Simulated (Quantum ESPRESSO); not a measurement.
**Energy of PbTe along an even scaling of the cell**

System: PbTe (2 atoms in the cell).
Method: Kohn-Sham DFT of a periodic cell, rev-vdW-DF2, PseudoDojo 0.4.1 SR PBE standard, no spin polarisation (Quantum ESPRESSO 7.5).

The 7 runs differ only in the geometry, by an even scaling of the cell at fixed fractional positions. The structure derives from an entry of the Crystallography Open Database.

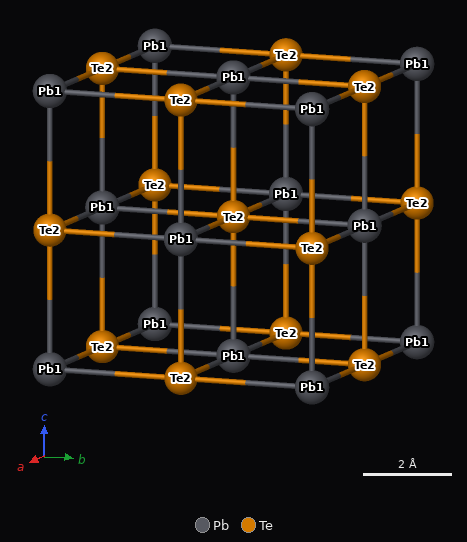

Figure 1. The structure of run 4 (ball-and-stick view of the cell 4 times as large as that of the calculation, set on its symmetry axes, seen slightly off an axis; atoms are numbered from 1 in the order of the input).

## Input of run 4
```
&CONTROL
  calculation = 'scf'
  prefix = 'pwscf'
  outdir = './tmp'
  pseudo_dir = './pseudo'
  tprnfor = .true.
  tstress = .true.
  disk_io = 'nowf'
/
&SYSTEM
  ibrav = 0
  nat = 2
  ntyp = 2
  ecutwfc = 80
  nbnd = 22
  input_dft = 'vdw-df2-b86r'
  occupations = 'smearing'
  smearing = 'fd'
  degauss = 0.00367493
/
&ELECTRONS
  conv_thr = 4d-10
  electron_maxstep = 120
  mixing_beta = 0.5
/
ATOMIC_SPECIES
Pb   207.2000 Pb.upf
Te   127.6000 Te.upf
CELL_PARAMETERS angstrom
   0.0000000000    3.2310000000    3.2310000000
   3.2310000000    0.0000000000    3.2310000000
   3.2310000000    3.2310000000    0.0000000000
ATOMIC_POSITIONS crystal
Pb     0.0000000000    0.0000000000    0.0000000000
Te     0.5000000000    0.5000000000    0.5000000000
K_POINTS automatic
7 7 7 0 0 0
```

Command:
```bash
OMP_NUM_THREADS=1 pw.x -in pw.in > pw.out
```

Run 2 differs from it as follows:
```diff
-   0.0000000000    3.2310000000    3.2310000000
-   3.2310000000    0.0000000000    3.2310000000
-   3.2310000000    3.2310000000    0.0000000000
+   0.0000000000    3.1873324849    3.1873324849
+   3.1873324849    0.0000000000    3.1873324849
+   3.1873324849    3.1873324849    0.0000000000
```

## Results, with one run withheld

| run | volume per atom (Å³) | free energy per atom, from the lowest run given (meV) | pressure (GPa) | gap on the mesh (eV) |
| --- | --- | --- | --- | --- |
| 1 | 31.706 | 38.97 | 4.54 | 0.93 |
| 2 | 32.380 | ? | ? | ? |
| 3 | 33.055 | 10.71 | 2.22 | 0.99 |
| 4 | 33.730 | 3.39 | 1.24 | 1.02 |
| 5 | 34.404 | 0.00 | 0.36 | 1.05 |
| 6 | 35.079 | 0.14 | −0.44 | 1.07 |
| 7 | 35.753 | 3.44 | −1.15 | 1.09 |

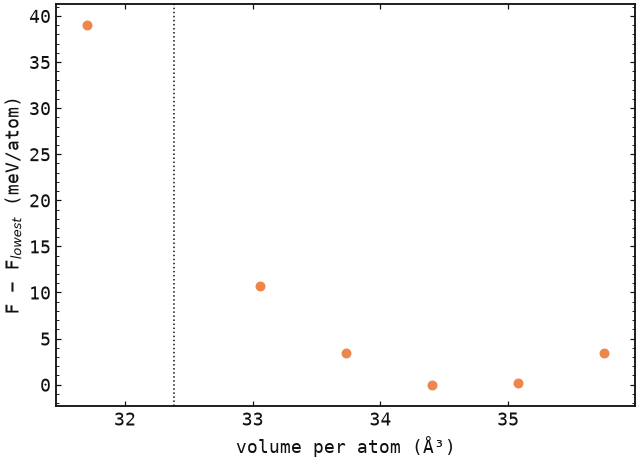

Figure 2. Free energy per atom of the runs given; the dotted line marks run 2.

Fit the runs given and predict run 2.

A cubic polynomial in V^(−2/3) (the Birch–Murnaghan form), fitted to the 6 runs given, misses them by under 0.01 meV per atom. With x = V^(−2/3) − 0.09545 Å⁻², it reads F = 2.1139 + 3354.1 x + 1.1454e+06 x² + 3.0886e+06 x³ (meV per atom). At run 2 it gives 22.41 meV per atom, and the run itself gives 22.40. The slope of the fit gives a pressure −dF/dV of 3.34 GPa there, and the run prints 3.32 GPa. The fit has its minimum at 34.711 Å³ per atom, where V d²F/dV² gives 41 GPa: the bulk modulus at this level, since symmetry fixes the shape and the positions. The gap on the mesh goes, without turning, from 0.93 eV in run 1 to 1.09 eV in run 7; run 2 has 0.96 eV. These are gaps of this functional on this mesh, which can miss the band edges; they aren't the measured gap.

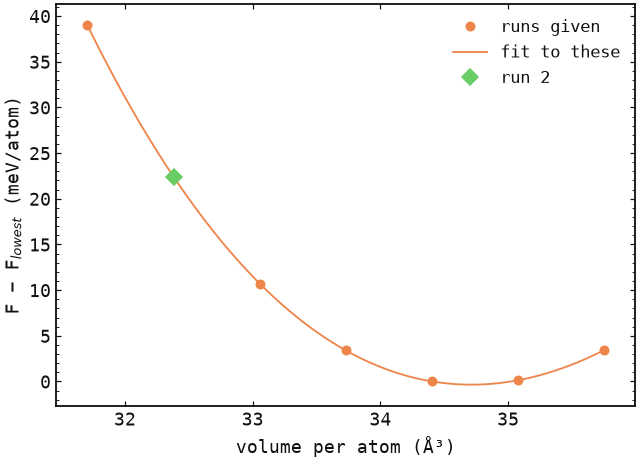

Figure 3. The fit and the withheld run.

## Some lines of the output (run 2)
```
[...]
     unit-cell volume          =     437.0274 (a.u.)^3
     number of k points=    20  Fermi-Dirac smearing, width (Ry)=  0.0037
     total energy              =    -350.49864319 Ry
     total energy              =    -350.50641050 Ry
     total energy              =    -350.50682884 Ry
     total energy              =    -350.50685467 Ry
     total energy              =    -350.50685712 Ry
     total energy              =    -350.50685735 Ry
     total energy              =    -350.50685736 Ry
     the Fermi energy is     9.9438 ev
!    total energy              =    -350.50685736 Ry
     The total energy is F=E-TS. E is the sum of the following terms:
     Computing stress (Cartesian axis) and pressure
          total   stress  (Ry/bohr**3)                   (kbar)     P=       33.22
```

Notes: The record of the run, not the program, notes: potentials made for another functional. Points of doubt noted for this run: potentials made for another functional. Spin–orbit coupling is left out, which matters for Pb.
